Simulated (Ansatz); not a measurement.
## Single-point calculation of Co3Si (part 2 of 2)

The same run, continued: Co3Si (8 atoms in the cell); DFT r2SCAN, scalar-relativistic, plane waves, PAW, spin-polarised (Ansatz 0.2.0); cutoff 500 eV, 6×6×4 k-mesh, Gaussian smearing of 0.1 eV, collinear spins. The structure derives from a Materials Project entry.

Geometry of the input (Å; fractional positions):
```
4.9765  0.0000  0.0000
-2.4882  4.3097  0.0000
0.0000  0.0000  3.9728
Co 0.1675  0.3349  0.7500
Co 0.6651  0.8325  0.7500
Co 0.1675  0.8325  0.7500
Co 0.8325  0.6651  0.2500
Co 0.3349  0.1675  0.2500
Co 0.8325  0.1675  0.2500
Si 0.6667  0.3333  0.7500
Si 0.3333  0.6667  0.2500
```

```
this state was not tested for a lower state beside it, because the mixer in use, unlike msr1, does not test its closes by its own steps (another_mixer; see scf.mixing.algorithm and scf.lower_state_search)
SCF converged after 21 iterations
Magnetization: 7.7728 μB (58.8864 up, 51.1136 down)
Absolute magnetization: 9.2865 μB (∫|ρ↑−ρ↓|, with the PAW one-centre terms)
Spin contamination: 0.2290 ħ² per cell (⟨S²⟩ above its minimum at these occupations)
Per-site moments (μB) at R_I (Å): [(1.4110087247154246, 1.0095425152633817), (1.4110087247154253, 1.0095425152633815), (1.4110087247154248, 1.0095425152633817), (1.4110087247154246, 1.0095425152633815), (1.4110087247154246, 1.0095425152633815), (1.411008724715425, 1.0095425152633817), (-0.08475946162780224, 1.0095425152633815), (-0.08475946162780273, 1.0095425152633815)]
Free energy (F): -32068.558195 eV
Harris-Foulkes:  -32068.558195 eV  (|F-HF|=1.52e-8)
Internal energy: -32068.523692 eV  (E = F + TS)
E sigma→0 (E₀):  -32068.540944 eV
Entropy (-TS):   -0.034503 eV (-4.313 meV/atom)
Fermi energy:    18.200556 eV
--- Per-component energies (eV) ---
  E_band       = -1576.738485
  E_kinetic    = 2823.935214
  E_local      = -19225.440207  (includes V_loc(G=0)·N_el)
  E_nonlocal   = 2794.831665
  E_hartree    = 8245.106387
  E_xc         = -1054.931056
  E_vxc        = -1489.316432  (∫ρ·V_xc dr)
  E_paw        = -10189.284131  (= ΣΔE_a)
  E_vpaw       = -3064.117738  (= ΣTr[D̂ρ^β])
  E_aug_tail   = 0.000205  (compensation charges beyond the density's cutoff)
  E_vtau       = 93.155220  (kinetic-family band-sum trace: ∫τ·v_τ [+ j·A + Jᵃ·Aᵃ] dr)
  E_ewald      = -15460.817665
  E_core_change = -1.924103  (= ΣΔE_core)
  E_smearing   = -0.034503  (= −TS)
  E_closure    = 0.000000  (closes the sum)
  Σ components = -32068.558195   (vs F -32068.558195, Δ=0.00e0)
--- Forces (eV/Å), atoms counted from 1 ---
  atom   1  Co     0.00000000     0.26231577    -0.00000000
  atom   2  Co    -0.22717212    -0.13115788     0.00000000
  atom   3  Co     0.22717212    -0.13115788     0.00000000
  atom   4  Co    -0.00000000    -0.26231577     0.00000000
  atom   5  Co     0.22717212     0.13115788    -0.00000000
  atom   6  Co    -0.22717212     0.13115788     0.00000000
  atom   7  Si     0.00000000     0.00000000    -0.00000000
  atom   8  Si    -0.00000000    -0.00000000     0.00000000
  max |Σ_I F_I| component: 6.01e-17 eV/Å
--- Stress (GPa, compression-positive) ---
       -4.721058      -0.000000       0.000000
       -0.000000      -4.721058       0.000000
        0.000000       0.000000       3.466436
  P = ⅓ Tr σ = -1.9919 GPa (-19.919 kbar)
--- Band table (eV; the first three rows and the last of 42) ---
  k-point 0 ↑: bands = ["-81.6634", "-81.6261", "-81.6261", "-81.6212", "-81.6055", "-81.6055", "-43.8014", "-43.7134", "-43.7134", "-43.6756", "-43.6179", "-43.5959", "-43.5959", "-43.5589", "-43.4789", "-43.4789", "-43.4461", "-43.4461", "-43.2298", "-43.2298", "-43.1749", "-43.1722", "-43.1722", "-43.0837", "5.4498", "9.3311", "12.1503", "12.7412", "12.7412", "12.8448", "12.8448", "13.0005", "13.0396", "13.4869", "13.4869", "13.7332", "13.7332", "13.9368", "14.8133", "14.8815", "14.8815", "14.9780", "15.2760", "15.2760", "15.3401", "16.0377", "16.0377", "16.2000", "16.2000", "16.2389", "16.2389", "16.3196", "16.3196", "17.0400", "17.1915", "17.1952", "17.3644", "17.9825", "17.9825", "18.0497", "19.1509", "19.1509", "21.1083", "22.1726", "24.7302", "24.7302", "25.7930", "25.7930", "26.2956", "26.7954", "26.7954", "27.2580", "28.9025", "28.9076", "28.9076", "30.5757", "30.5757"]
  k-point 1 ↑: bands = ["-81.6572", "-81.6274", "-81.6230", "-81.6230", "-81.6085", "-81.6085", "-43.7748", "-43.7048", "-43.7048", "-43.6815", "-43.6248", "-43.6248", "-43.6178", "-43.5805", "-43.4681", "-43.4681", "-43.4476", "-43.4476", "-43.2161", "-43.2161", "-43.1750", "-43.1750", "-43.1616", "-43.0971", "6.0318", "8.9431", "12.1321", "12.2441", "12.8295", "12.8295", "12.9608", "12.9608", "12.9681", "13.7163", "13.7163", "13.8716", "13.8716", "14.0127", "14.6285", "15.1011", "15.1020", "15.1020", "15.4715", "15.4715", "15.8143", "15.8414", "15.8414", "15.9199", "15.9199", "16.3245", "16.3245", "16.4453", "16.4453", "16.6543", "16.7445", "17.2465", "17.3449", "17.4870", "17.4870", "17.9147", "18.6648", "18.6648", "21.0839", "23.2222", "23.4976", "23.4976", "24.0027", "24.0027", "24.9459", "28.1775", "28.1775", "28.9998", "31.6393", "31.6393", "32.4722", "32.8375", "32.8375"]
  k-point 2 ↑: bands = ["-81.6423", "-81.6423", "-81.6158", "-81.6158", "-81.6158", "-81.6158", "-43.7169", "-43.7169", "-43.6737", "-43.6737", "-43.6737", "-43.6737", "-43.6109", "-43.6109", "-43.4543", "-43.4543", "-43.4543", "-43.4543", "-43.1902", "-43.1902", "-43.1902", "-43.1902", "-43.1294", "-43.1294", "7.5436", "7.5436", "11.6043", "11.6043", "12.9446", "12.9446", "12.9446", "12.9446", "14.0801", "14.0801", "14.1447", "14.1447", "14.1447", "14.1447", "14.7081", "14.7081", "15.3458", "15.3458", "15.3458", "15.3458", "15.8491", "15.8491", "15.8491", "15.8491", "15.8607", "15.8607", "16.4340", "16.4340", "16.4340", "16.4340", "17.2969", "17.2969", "17.4156", "17.4156", "17.4156", "17.4156", "17.4457", "17.4457", "21.4478", "21.4478", "22.9633", "22.9633", "22.9633", "22.9633", "29.3243", "29.3243", "30.8292", "30.8292", "30.8292", "30.8292", "33.3975", "33.3975", "34.6460"]
  k-point 20 ↓: bands = ["-79.4052", "-79.4052", "-79.4029", "-79.4029", "-79.3895", "-79.3895", "-41.3857", "-41.3857", "-41.3678", "-41.3678", "-41.3442", "-41.3442", "-41.2588", "-41.2588", "-41.2563", "-41.2563", "-41.2136", "-41.2136", "-41.1966", "-41.1966", "-41.1726", "-41.1726", "-41.1437", "-41.1437", "8.4910", "8.4910", "10.6947", "10.6947", "11.9759", "11.9759", "14.4381", "14.4381", "14.4623", "14.4623", "15.5647", "15.5647", "15.5810", "15.5810", "16.0572", "16.0572", "16.4145", "16.4145", "16.8042", "16.8042", "17.0140", "17.0140", "17.5801", "17.5801", "17.8417", "17.8417", "18.1462", "18.1462", "18.4928", "18.4928", "18.7885", "18.7885", "18.9597", "18.9597", "19.0256", "19.0256", "21.4545", "21.4545", "23.2767", "23.2767", "24.0341", "24.0341", "27.4542", "27.4542", "27.9060", "27.9060", "29.7681", "29.7681", "30.2904", "30.2904", "31.7821", "31.7821", "31.8516"]
--- Löwdin populations: 8 sites ---
  site symbol       q [e]    m [muB]
     0     Co     16.6036     1.3941
     1     Co     16.6036     1.3941
     2     Co     16.6036     1.3941
     3     Co     16.6036     1.3941
     4     Co     16.6036     1.3941
     5     Co     16.6036     1.3941
     6     Si      4.5237    -0.1449
     7     Si      4.5237    -0.1449
  spilling = 0.012098 (of n_electrons = 110.000000)
```

File populations.tsv
```
# site	symbol	l	j	q_up	q_dn
# orbitals = lowdin
# n_electrons = 110.000000
# spilling = 0.012098
0	Co	0_3S	-	0.989482	0.989973
0	Co	0_4S	-	0.354310	0.370776
0	Co	1_3P	-	2.997936	2.998016
0	Co	2_3D	-	4.657116	3.246018
1	Co	0_3S	-	0.989482	0.989973
1	Co	0_4S	-	0.354310	0.370776
1	Co	1_3P	-	2.997936	2.998016
1	Co	2_3D	-	4.657116	3.246018
2	Co	0_3S	-	0.989482	0.989973
2	Co	0_4S	-	0.354310	0.370776
2	Co	1_3P	-	2.997936	2.998016
2	Co	2_3D	-	4.657116	3.246018
3	Co	0_3S	-	0.989482	0.989973
3	Co	0_4S	-	0.354310	0.370776
3	Co	1_3P	-	2.997936	2.998016
3	Co	2_3D	-	4.657116	3.246018
4	Co	0_3S	-	0.989482	0.989973
4	Co	0_4S	-	0.354310	0.370776
4	Co	1_3P	-	2.997936	2.998016
4	Co	2_3D	-	4.657116	3.246018
5	Co	0_3S	-	0.989482	0.989973
5	Co	0_4S	-	0.354310	0.370776
5	Co	1_3P	-	2.997936	2.998016
5	Co	2_3D	-	4.657116	3.246018
6	Si	0_3S	-	0.680800	0.682750
6	Si	1_3P	-	1.508624	1.651552
7	Si	0_3S	-	0.680800	0.682750
7	Si	1_3P	-	1.508624	1.651552
```

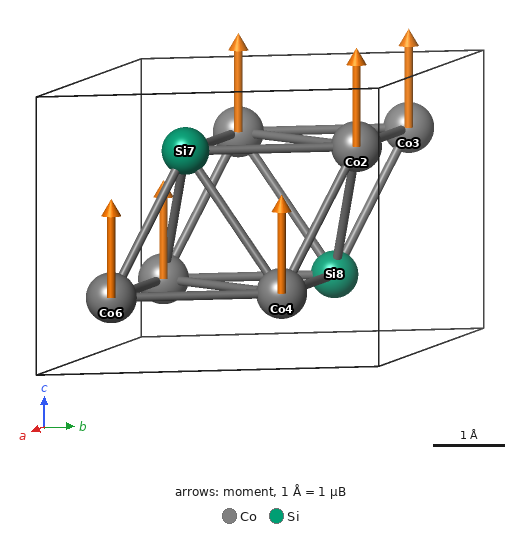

*Magnetic moments of the sites as orange arrows (ball-and-stick view of the cell of the calculation, seen at an oblique angle; atoms are numbered from 1 in the order of the input); small moments hardly show. The run is collinear, so the axis drawn is arbitrary.*

Site moments: all 6 Co atoms (1.41 μB); Si7, Si8 (−0.08 μB). They are counted near the atoms and needn't add up to the moment of the cell.

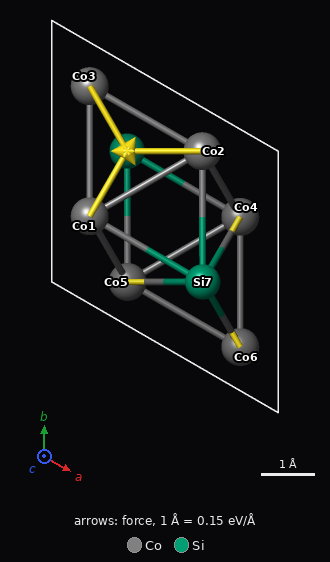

*Forces on the atoms as yellow arrows (ball-and-stick view of the cell of the calculation, along the c axis; atoms are numbered from 1 in the order of the input).*

The largest act on all 6 Co atoms (0.26 eV/Å). The geometry is not a stationary point of this energy.
